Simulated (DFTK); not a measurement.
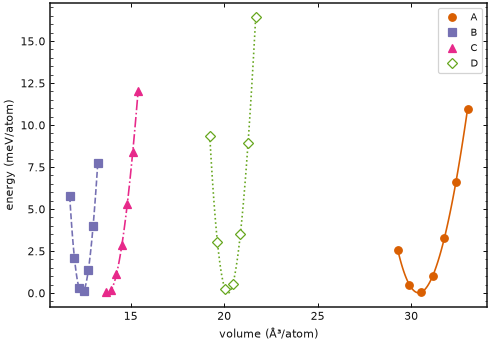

Plotted: energy against volume, with one curve for each compound, for AgCl, KCl, NaF and NaH (all in space group Fm-3m (No. 225)). The labels are replaced by letters.

Calculation (DFTK 0.8.2): plane-wave DFT, no spin polarisation; energies at scaled volumes of the given cell, shape and fractions fixed, counted from the fit's minimum, third-order Birch-Murnaghan fit. Level: PBEsol.

occupations Fermi–Dirac; smearing width 0.05 eV; potentials dojo.nc.sr.pbesol.v0_4_1.standard.

Which letter stands for which compound?

Answer. A: KCl; B: NaF; C: NaH; D: AgCl.
